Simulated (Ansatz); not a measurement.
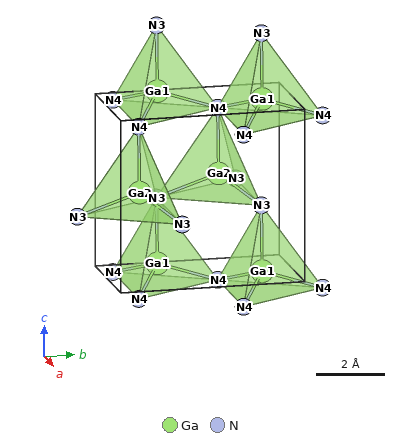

Fig. 1: The structure as given in the input (polyhedral view of the cell 2 times as large as that of the calculation, set on its symmetry axes, seen slightly off an axis; polyhedra are completed across the faces of the cell; atoms are numbered from 1 in the order of the input).

# Mending a single-point calculation on GaN

System: GaN (Cc, 4 atoms in the cell).
Method of the first run: DFT, PBE, plane waves, PAW (Ansatz 0.2.0).

The structure derives from an entry of the Crystallography Open Database. Text and figures count atoms from 1; the logs count them from 0 in places.

### The input, the first run
```yaml
crystal:
  lattice:
    - [3.2184289164, 0.0, 0.0]
    - [-1.6092144582, 2.7872412019, 0.0]
    - [0.0, 0.0, 5.2430304702]
  atoms:
    - { symbol: Ga, position: [0.3682882765, 0.6666666667, 0.9991316875] }
    - { symbol: Ga, position: [0.7016216099, 0.3333333333, 0.4991316875] }
    - { symbol: "N", position: [0.3333333333, 0.6666666667, 0.3758683125] }
    - { symbol: "N", position: [0.6666666667, 0.3333333333, 0.8758683125] }
basis:
  ecutwfc: 420
kpoints:
  mp_grid: { grid: [12, 12, 6] }
hamiltonian:
  xc: pbe
scf:
  occupations: { method: gaussian, width: 0.05 }
  max_iter: 2.5
output:
  forces: true
  eigenvalues: true
  stress: true
```

Launched with:
```bash
ansatz run input.yaml --threads 1 --pin off --max-ram 2560MiB --backend cpu --events-out ev --progress --plain --runs-dir out
```

Hardware: 1 thread of Intel Xeon (Granite Rapids), 32 GiB of memory available, shared host.

### Output (the first run)
```
Error: YAML parse error: error: line 19 column 13: invalid u64
  --> <input>:19:13
   |
17 | scf:
18 |   occupations: { method: gaussian, width: 0.05 }
19 |   max_iter: 2.5
   |             ^ invalid u64
20 | output:
21 |   forces: true
   |
```

> What went wrong, and how is the input to be mended?

This input holds a deliberate fault: a value of the wrong type. The program refused the input: “YAML parse error: error: line 19 column 13: invalid u64 --> <input>:19:13 | 17 | scf: 18 | occupations: { method: gaussian, width: 0.05 } 19 | max_iter: 2.5 | ^ invalid u64 20 | output: 21 | forces: true |”

A run of the same system that converges differs from this input as follows (lines with − go, lines with + come):
```diff
-  max_iter: 2.5
```

### Output, shortened to warnings, some set-up lines, iterations and results (the second run)
```
Basis set: ecut = 420 eV, 941 PW (Γ), exchange–correlation on 48×48×72 points (8 copies of the dense FFT grid, shifted against one another)
Symmetry: 2 space group operations
k-points: 242 of 864 (time reversal used)
Initial density: superposition of atomic densities (neutral atoms: chi_scale 0, normalization atom), corrected by the library's trained network
[...]
SCF iter   1: F=—  HF=-8335.686007 eV  |F-HF|=—  |Δ(HF+E_count)|=         —  Δρ=8.99e-4  dr2=2.14e-4  ethr=1.77e-3  ⟨swp⟩=4.9  Hψ=21134  notcnv=0
SCF iter   2: F=—  HF=-8335.686658 eV  |F-HF|=—  |Δ(HF+E_count)|=   6.51e-4  Δρ=4.39e-4  dr2=3.58e-5  ethr=5.94e-7  ⟨swp⟩=2.1  Hψ=11631  notcnv=0
SCF iter   3: F=—  HF=-8335.686799 eV  |F-HF|=—  |Δ(HF+E_count)|=   1.41e-4  Δρ=1.92e-4  dr2=8.07e-6  ethr=9.94e-8  ⟨swp⟩=2.0  Hψ=9338  notcnv=0
SCF iter   4: F=—  HF=-8335.686825 eV  |F-HF|=—  |Δ(HF+E_count)|=   2.59e-5  Δρ=5.76e-5  dr2=1.16e-6  ethr=2.24e-8  ⟨swp⟩=2.0  Hψ=9649  notcnv=0
SCF iter   5: F=—  HF=-8335.686827 eV  |F-HF|=—  |Δ(HF+E_count)|=   2.52e-6  Δρ=2.10e-5  dr2=1.36e-7  ethr=3.22e-9  ⟨swp⟩=2.0  Hψ=9666  notcnv=0
SCF iter   6: F=-8335.686828 eV  HF=-8335.686828 eV  |F-HF|=4.11e-9  |Δ(HF+E_count)|=   2.96e-7  Δρ=5.25e-6  dr2=1.04e-8  ethr=2.78e-10  ⟨swp⟩=5.0  Hψ=22099  notcnv=0
SCF 1 converged in 6 iterations: F = -8335.686828 eV  dr2 = 1.04e-8
SCF converged after 6 iterations
Free energy (F): -8335.686828 eV
Harris-Foulkes:  -8335.686828 eV  (|F-HF|=4.11e-9)
Internal energy: -8335.686828 eV  (E = F + TS)
E sigma→0 (E₀):  -8335.686828 eV
Fermi energy:    10.177063 eV
--- Per-component energies (eV) ---
  E_band       = -24.617036
  E_kinetic    = 492.464924
  E_local      = -3953.215722  (includes V_loc(G=0)·N_el)
  E_nonlocal   = 948.618845
  E_hartree    = 1814.910085
  E_xc         = -256.916016
  E_vxc        = -267.357548  (∫ρ·V_xc dr)
  E_paw        = -4240.733863  (= ΣΔE_a)
  E_vpaw       = -874.947551  (= ΣTr[D̂ρ^β])
  E_aug_tail   = -0.000018  (compensation charges beyond the density's cutoff)
  E_ewald      = -3140.815064
  E_smearing   = -0.000000  (= −TS)
  E_closure    = -0.000000  (closes the sum)
  Σ components = -8335.686828   (vs F -8335.686828, Δ=0.00e0)
--- Forces (eV/Å), atoms counted from 1 ---
  atom   1  Ga    -1.35371003     0.25354986     0.18049709
  atom   2  Ga    -1.35371003    -0.25354986     0.18049709
  atom   3  N      1.35371472     0.26872247    -0.18051025
  atom   4  N      1.35371472    -0.26872247    -0.18051025
  max |Σ_I F_I| component: 2.63e-5 eV/Å
--- Stress (GPa, compression-positive) ---
        2.477910       0.000000      -3.735509
        0.000000       0.913305       0.000000
       -3.735510       0.000000       0.215140
  P = ⅓ Tr σ = 1.2021 GPa (12.021 kbar)
```

### The two runs side by side

```csv
quantity,the first run,the second run
outcome,refused,converged
free energy per atom (eV),–,−2083.9217
gap on the mesh (eV),–,1.59
pressure (GPa),–,1.20
volume per atom (Å³),–,11.76
largest force (eV/Å),–,1.392
SCF iterations,–,6
irreducible k-points,–,242
plane waves at Γ,–,941
```
